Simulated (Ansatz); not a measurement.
# Field-gradient calculation of Ta

System: Ta (1 atom in the cell).
Method: DFT, PBE, PAW with Ansatz's default frozen-core files, scalar-relativistic, no spin polarisation (Ansatz 0.2.0).

The structure derives from an entry of the Crystallography Open Database. It belongs to a series of runs on one base structure; here: equal xy, yz and zx shear strains of -3 %, PAW files.

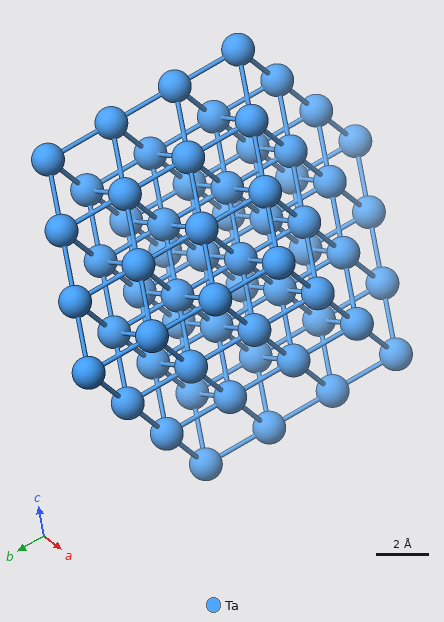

Figure 1. The structure (ball-and-stick view of the cell of the calculation, repeated 3 × 3 × 3, seen at an oblique angle). Near neighbours in the crystal (not all of them lie inside the picture): Ta has 8 Ta at 2.77 to 2.89 Å.

Results in brief

| quantity | value |
| --- | --- |
| outcome | converged |
| space group (tolerance 0.01 Å) | R-3m (166) |
| electrons treated | 13 |
| free energy | −9932.2508 eV |
| Fermi energy | 18.661 eV |
| pressure | 3.50 GPa |
| field gradient V_zz (10²¹ V/m²) | Ta 4.63 |
| largest force (length of the vector) | under 0.001 eV/Å |
| hardware | 1 thread of Intel Xeon (Sapphire Rapids), 64 GiB of memory available, shared host |
| wall time | 9.8 s (CPU time 6.3 s; the host was busy) |
| peak memory | 0.49 GiB |

Notes

Warnings of the run: the field gradients leave out spin–orbit coupling. Spin–orbit coupling is left out, which matters for Ta.

The input
```yaml
crystal:
  lattice:
    - [-1.7008184, 1.65128, 1.65128]
    - [1.65128, -1.7008184, 1.65128]
    - [1.65128, 1.65128, -1.7008184]
  atoms:
    - { symbol: Ta, position: [0.0, 0.0, 0.0] }
kpoints:
  mp_grid: { grid: [17, 17, 17] }
scf:
  occupations: { method: fermi_dirac, width: 0.08 }
hamiltonian:
  xc: pbe
  pseudopotentials: { kind: paw }
output:
  forces: true
  stress: true
  eigenvalues: true
  efg: { contact_densities: true }
  write_density: true
  write_potential: true
  elf: true
  volumetric_format: npy
```

Launched with:
```bash
ansatz run input.yaml --threads 1 --pin off --max-ram 3072MiB --backend cpu --events-out ev --progress --plain --runs-dir out
```

Log
```
Ta: output.efg is read without spin–orbit coupling, which moves field gradients at and beside such atoms by some per cent and up to a factor of two; PAW files take it under magnetization.noncollinear and magnetization.spin_orbit
Engine: ansatz 0.2.0, x86_64-unknown-linux-gnu
Pseudopotentials: kind: paw
Pseudopotential: Ta, paw, valence charge 13, recommended cutoff 420 eV (normal), Ta.paw.azcp
Functional definition: PBE
  parameter kappa = 0.804
  parameter beta = 0.06672455060314922
  exchange = pbe_x(kappa = kappa, mu = beta*pi^2/3)
  correlation = pbe_c(beta = beta)
Crystal: 1 atoms, lattice volume = 17.998 Å³
Basis set: ecut = 420 eV, 357 PW (Γ), exchange–correlation on 40×40×40 points (8 copies of the dense FFT grid, shifted against one another)
Bands: 11, of which v1, the nominal top of the filled ones, is band 7 counted from 1 (6 counted from 0)
Symmetry: 12 space group operations
Space group: R-3m (ITA 166), of the structure as read, at distance tolerance 2.6e-5 Å
k-points: 489 of 4913
Non-local potential: Ta, projectors of the file, l = 0: 3, l = 1: 2, l = 2: 2, l = 3: 1
PAW form: soft (Blöchl's): semilocal exchange-correlation on the pseudo side does not see the compensation charge
PAW one-centre angular grid: Ta, 590 points (default); XC on 64 Gauss nodes
Initial density: superposition of atomic densities (neutral atoms: chi_scale 0, normalization atom), corrected by the library's trained network
Initial wavefunctions: pseudopotential atomic-orbital guess
Functional: x = pbe(κ = 0.804, μ = 0.2195149727645171), c = pbe(β = 0.06672455060314922)
SCF iter   1: F=—  HF=-9932.251096 eV  |F-HF|=—  |Δ(HF+E_count)|=         —  Δρ=3.11e-3  dr2=9.31e-4  ethr=1.77e-3  ⟨swp⟩=5.2  Hψ=30254  notcnv=0
preconditioner: auto → none  [metal: Δε(μ)=0.005 eV  Ē_g=8.333 eV  σ=0.080 eV  W_gap=0.02  n_scr=0 (ndim 8)  ℏωp=19.6 eV  f_vac=0.000  D(μ)=1.34/eV (n_scr^D=12)]
SCF iter   2: F=—  HF=-9932.250712 eV  |F-HF|=—  |Δ(HF+E_count)|=   3.84e-4  Δρ=1.28e-3  dr2=9.87e-5  ethr=7.16e-6  ⟨swp⟩=2.2  Hψ=10825  notcnv=0
SCF iter   3: F=—  HF=-9932.250771 eV  |F-HF|=—  |Δ(HF+E_count)|=   5.89e-5  Δρ=3.26e-4  dr2=5.31e-6  ethr=7.59e-7  ⟨swp⟩=1.1  Hψ=5503  notcnv=0
iter 4 did not close the SCF: its close was put off for the readings that it lacked (scf_convergence_deferred on its scf_iter line)
SCF iter   4: F=-9932.250776 eV  HF=-9932.250776 eV  |F-HF|=1.02e-8  |Δ(HF+E_count)|=   5.15e-6  Δρ=1.86e-5  dr2=3.17e-8  ethr=4.09e-8  ⟨swp⟩=2.0  Hψ=6551  notcnv=0
iter 5 did not close the SCF: its close was put off for the readings that it lacked (scf_convergence_deferred on its scf_iter line)
SCF iter   5: F=-9932.250776 eV  HF=-9932.250776 eV  |F-HF|=3.82e-11  |Δ(HF+E_count)|=   5.87e-9  Δρ=3.32e-6  dr2=6.87e-10  ethr=2.44e-10  ⟨swp⟩=2.2  Hψ=8549  notcnv=0
SCF iter   6: F=-9932.250776 eV  HF=-9932.250776 eV  |F-HF|=1.82e-12  |Δ(HF+E_count)|=  1.27e-10  Δρ=9.40e-7  dr2=4.24e-11  ethr=5.28e-12  ⟨swp⟩=4.4  Hψ=25293  notcnv=0
SCF 1 converged in 6 iterations: F = -9932.250776 eV  dr2 = 4.24e-11
  greatest PAW one-centre occupation: 0.999 electrons in one spin orbital (limit 2), on the Ta atom at site 0 (counted from 0), in its partial waves of l = 0
SCF converged after 6 iterations
Free energy (F): -9932.250776 eV
Harris-Foulkes:  -9932.250776 eV  (|F-HF|=1.82e-12)
Internal energy: -9932.222503 eV  (E = F + TS)
E sigma→0 (E₀):  -9932.236640 eV
Entropy (-TS):   -0.028273 eV (-28.273 meV/atom)
Fermi energy:    18.661024 eV
--- Per-component energies (eV) ---
  E_band       = -103.059067
  E_kinetic    = 366.296494
  E_local      = -547.912697  (includes V_loc(G=0)·N_el)
  E_nonlocal   = 14.963299
  E_hartree    = 190.441404
  E_xc         = -218.568142
  E_vxc        = -204.194740  (∫ρ·V_xc dr)
  E_paw        = -8396.722192  (= ΣΔE_a)
  E_vpaw       = -113.094279  (= ΣTr[D̂ρ^β])
  E_aug_tail   = 0.000152  (compensation charges beyond the density's cutoff)
  E_ewald      = -1340.720822
  E_smearing   = -0.028273  (= −TS)
  E_closure    = 0.000000  (closes the sum)
  Σ components = -9932.250776   (vs F -9932.250776, Δ=0.00e0)
--- Forces (eV/Å), atoms counted from 1 ---
  atom   1  Ta     0.00000000     0.00000000     0.00000000
  max |Σ_I F_I| component: 3.70e-32 eV/Å
--- Stress (GPa, compression-positive) ---
        3.503358       2.192879       2.192879
        2.192879       3.503358       2.192879
        2.192879       2.192879       3.503358
  P = ⅓ Tr σ = 3.5034 GPa (35.034 kbar)
--- PAW observables at the nuclei: V_zz in 10²¹ V/m², potentials from the cell's mean, atoms counted from 1 ---
  atom   1  Ta V_zz =    +4.627186   η = 0.0000   by run symmetry: allowed
            electrostatic potential = -14501.700510 V   contact ρ = 8154558.610106 e/Å³
--- Band table (eV; the first three rows and the last of 489) ---
  k-point 0: bands = ["-48.4100", "-14.4067", "-14.4067", "-14.2508", "10.7581", "18.9068", "19.5892", "19.5892", "22.7402", "22.7402", "32.7518"]
  k-point 1: bands = ["-48.4055", "-14.4282", "-14.4064", "-14.2915", "10.9181", "19.0137", "19.4840", "19.6452", "22.5188", "22.7182", "32.9354"]
  k-point 2: bands = ["-48.3928", "-14.5092", "-14.4055", "-14.3867", "11.3789", "19.1806", "19.1955", "19.9125", "22.0547", "22.6728", "33.4020"]
  k-point 488: bands = ["-48.2042", "-15.2881", "-15.1288", "-15.1236", "14.8889", "14.9073", "24.7001", "24.9308", "25.6723", "27.0322", "27.6861"]
```

File rho_z.tsv
```
# z_ang	rho[e/angstrom^3]
# format = ansatz-planar-average/11
# lattice	-1.700818400	1.651280000	1.651280000
# lattice	1.651280000	-1.700818400	1.651280000
# lattice	1.651280000	1.651280000	-1.700818400
# sites	1
# site	73	0.000000000	0.000000000	0.000000000
0.000000	1.212700e0
0.144449	1.196318e0
0.288899	1.139679e0
0.433348	1.030822e0
0.577797	8.733142e-1
0.722246	6.933118e-1
0.866696	5.267786e-1
1.011145	4.011627e-1
1.155594	3.251379e-1
1.300043	2.898835e-1
1.444493	2.804767e-1
1.588942	2.898835e-1
1.733391	3.251379e-1
1.877840	4.011627e-1
2.022290	5.267786e-1
2.166739	6.933118e-1
2.311188	8.733142e-1
2.455637	1.030822e0
2.600087	1.139679e0
2.744536	1.196318e0
```

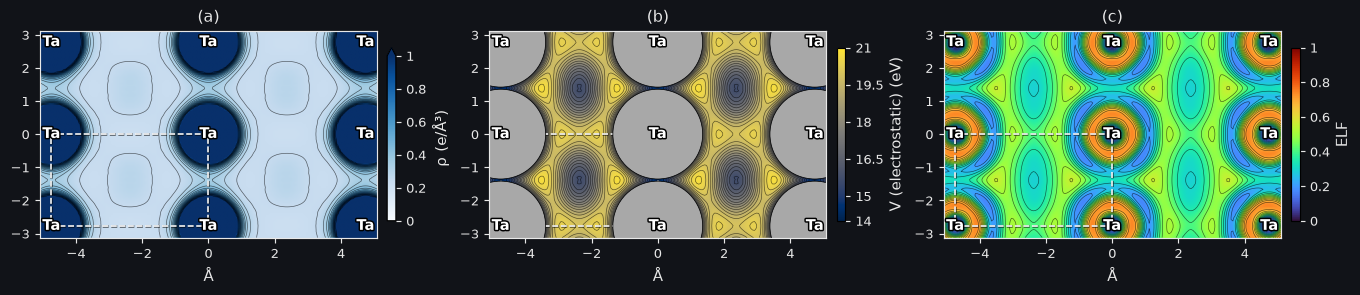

Figure 2. (a) valence charge density (pseudo); (b) electrostatic potential energy of an electron; (c) ELF on the (100) plane of the conventional cell. Grey discs, where drawn, cover atomic cores. The section cuts through Ta sites. Ta–Ta (2.77 Å): the density is about 0.35 e/Å³ at the midpoint; the ELF is about 0.30 at the midpoint; no shared electron pair. Away from the nuclei the density in this plane falls to 0.22 e/Å³ at its lowest. 5. The strong features right at Ta lie inside the PAW spheres (semicore, d or f shells) and say nothing about bonding. Outside the cores the potential energy rises away from the atoms and is highest about 1.8 Å from the nearest atoms; outside the discs it spans about 6 eV, and its zero is arbitrary. Core electrons are frozen (PAW), so the fields are smoothed inside the atomic spheres.

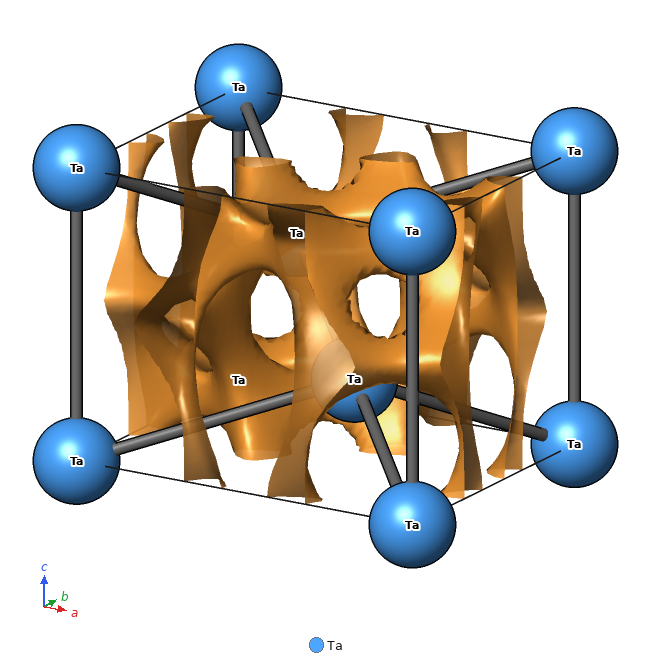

Figure 3. Isosurface of the electron localisation function at 0.45 (orange), seen slightly off an axis. Core shells and regions of very low density are left out. Sticks mark near contacts. The outline is the cell set on symmetry axes. The ELF exceeds this value in one network that runs through the whole crystal, counted in one cell of 3 atoms.  Values along the shortest contacts: Ta–Ta (2.77 Å): the ELF is about 0.30 at the midpoint; no localised pair between them. Ta–Ta (2.89 Å): the ELF is about 0.30 at the midpoint (no localised pair between them).
